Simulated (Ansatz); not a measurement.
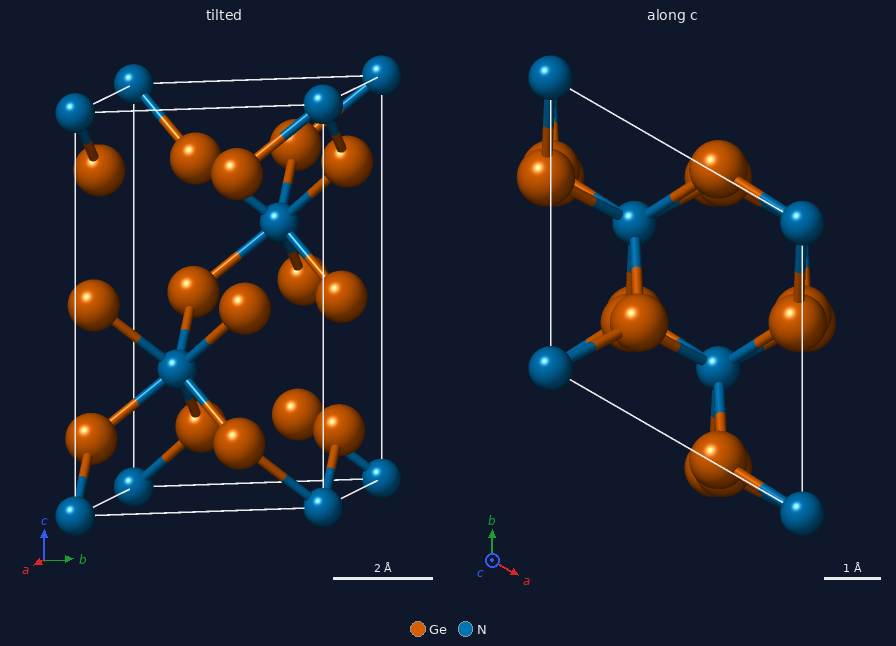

Ball-and-stick drawing of the structure, looking slightly off an axis and along the c axis. Atoms at the boundary of the conventional unit cell (the box) are drawn once for each face, edge or corner they touch. Cell: a = 5.28 Å, b = 5.28 Å, c = 8.28 Å, α = 90.00°, β = 90.00°, γ = 120.00°.

The structure comes from a structure type filled with these elements by a generator (whether the compound takes this form wasn't checked). Earlier steps of the study, as a rule a relaxation of our own, may have changed the cell and positions, so they can lie some per cent off the listed ones. It went into a calculation with Ansatz.

State composition, symmetry and coordination.

Answer. The compound is Ge3N. It belongs to space group R32 (No. 155) and has a rhombohedral (trigonal R) lattice. One cell contains 9 Ge, 3 N, 12 atoms in all. The neighbours of Ge are two N in a bent arrangement at about 2.3 Å. Each N has six Ge in a distorted trigonal prismatic arrangement at about 2.3 Å. The bonds build a three-dimensional framework.

Theory: DFT PBE, scalar-relativistic, plane waves, PAW (Ansatz). Numerical settings: wavefunction cutoff 420 eV, k-points about 0.13 Å⁻¹ apart, Gaussian smearing of 0.1 eV, no spin polarisation.

Is the electronic structure metallic or gapped?

Answer. A metal: bands cross the Fermi level.

List the Bader charges.

Answer. Ge +0.42 e; N -1.27 e.

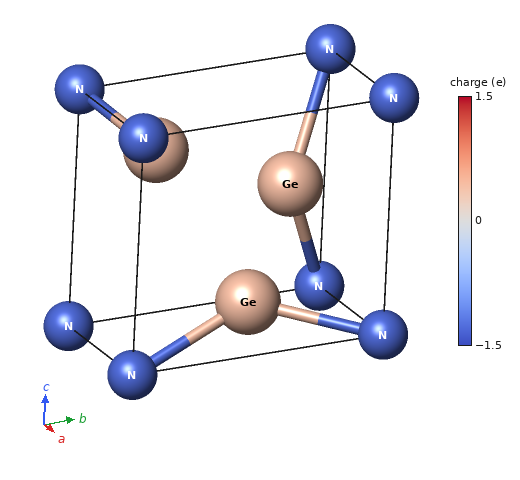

The atoms coloured by those charges. The run's cell of 4 atoms is drawn, so axes and origin can differ from the first picture.

Does this geometry sit at a stationary point of the energy?

Answer. Yes. All forces vanish to within 0.01 eV/Å. The pressure is 0.0 GPa, close to zero.
